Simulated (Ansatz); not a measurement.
Ti3O7 (slab)

```yaml
crystal:
  lattice:
    - [2.93899, 0.00000, 0.00000]
    - [0.00000, 6.49300, 0.00000]
    - [0.00000, 0.00000, 25.44645]
  atoms:
    - { symbol: O, position: [0.00000, 0.50000, 0.29932] }
    - { symbol: O, position: [0.00000, 0.00000, 0.32427] }
    - { symbol: Ti, position: [0.00000, 0.50000, 0.36801] }
    - { symbol: Ti, position: [0.50000, 0.00000, 0.36696] }
    - { symbol: O, position: [0.50000, 0.30177, 0.37236] }
    - { symbol: O, position: [0.50000, 0.69823, 0.37236] }
    - { symbol: O, position: [0.00000, 0.00000, 0.42379] }
    - { symbol: O, position: [0.00000, 0.50000, 0.45077] }
    - { symbol: Ti, position: [0.00000, 0.00000, 0.50000] }
    - { symbol: Ti, position: [0.50000, 0.50000, 0.50000] }
    - { symbol: O, position: [0.50000, 0.80328, 0.50000] }
    - { symbol: O, position: [0.50000, 0.19672, 0.50000] }
    - { symbol: O, position: [0.00000, 0.50000, 0.54923] }
    - { symbol: O, position: [0.00000, 0.00000, 0.57621] }
    - { symbol: Ti, position: [0.00000, 0.50000, 0.63199] }
    - { symbol: Ti, position: [0.50000, 0.00000, 0.63304] }
    - { symbol: O, position: [0.50000, 0.30177, 0.62764] }
    - { symbol: O, position: [0.50000, 0.69823, 0.62764] }
    - { symbol: O, position: [0.00000, 0.00000, 0.67574] }
    - { symbol: O, position: [0.00000, 0.50000, 0.70068] }
```

Computed without spin polarisation.

Computed with DFT PBEsol, scalar-relativistic, plane waves, PAW (Ansatz 0.2.0).

Core electrons are frozen (PAW), and the valence fields are smoothed inside the atomic spheres.

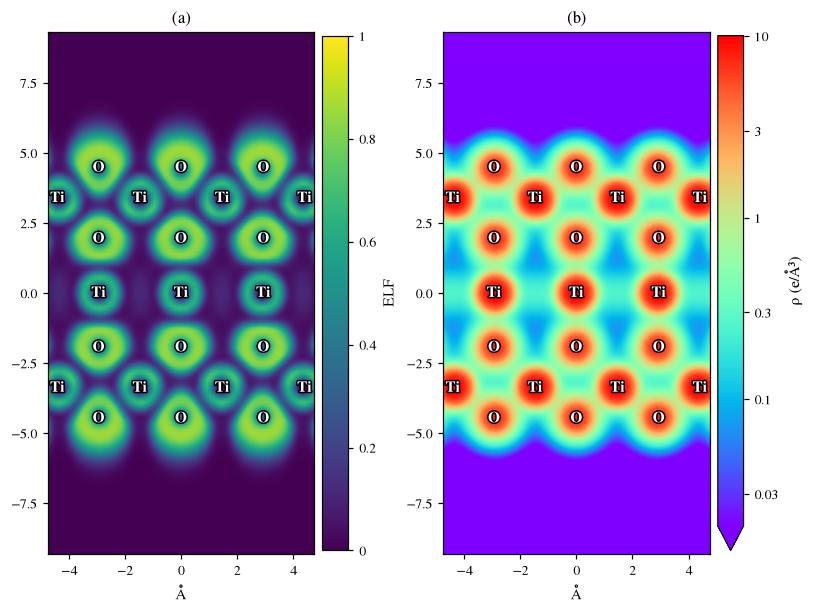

Figure 1. (a) electron localisation function; (b) valence charge density (pseudo) on the (010) plane of the calculation cell, a cut from vacuum to vacuum.

Q: Read the bonding off the picture.

A: Atoms in the plane: O and Ti. Ti–Ti (2.94 Å): ρ is about 0.34 e/Å³ halfway; the ELF is about 0.25 at the midpoint (no localised pair shows between them). Ti–O (1.83 Å): the density is about 1 e/Å³ at the midpoint; the ELF peaks at about 0.80 in the valence shell of O, 0.6 Å from its nucleus, and is about 0.25 at the midpoint (no localised pair shows between them). Ti–O (1.94 Å): ρ at the midpoint is about 0.74 e/Å³; the ELF peaks at about 0.85 in the valence shell of O, 0.6 Å from its nucleus, and is about 0.25 at the midpoint: no localised pair shows between them. The density dies away to nearly zero in the vacuum. The features right at Ti lie inside the PAW spheres, where the map follows smoothed inner orbitals and isn't to be read closely.

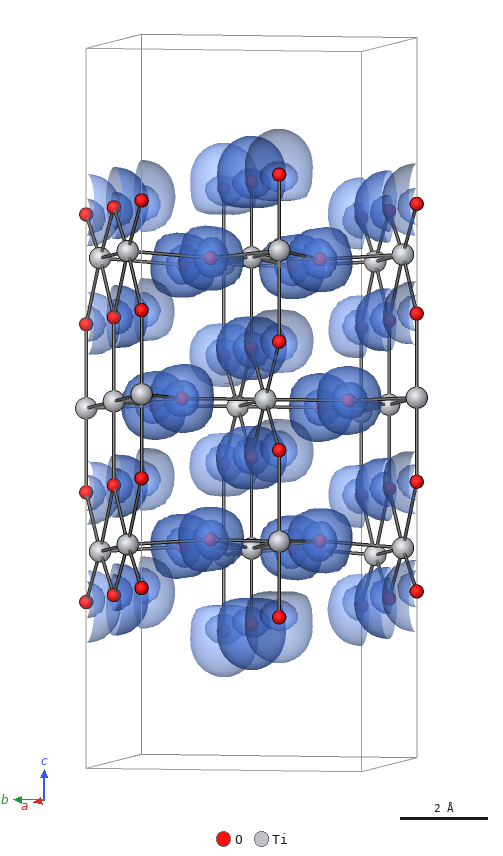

Figure 2. Isosurface of the electron localisation function at 0.75 (blue), seen at an oblique angle. Core shells and regions of very low density are left out. Sticks mark near contacts.

Q: Describe the localisation domains.

A: The ELF exceeds this value in 14 regions wrapped around O (the valence shell of each), counted in one cell of 20 atoms. Counts are for one cell; the picture repeats the cell along the surface. Profiles from the grid: Ti–O (1.75 Å): the ELF peaks at about 0.85 in the valence shell of O, 0.5 Å from its nucleus, and is about 0.30 at the midpoint.

Q: Metal or insulator at this level of theory?

A: It is gapless in this calculation (a metal or semimetal).
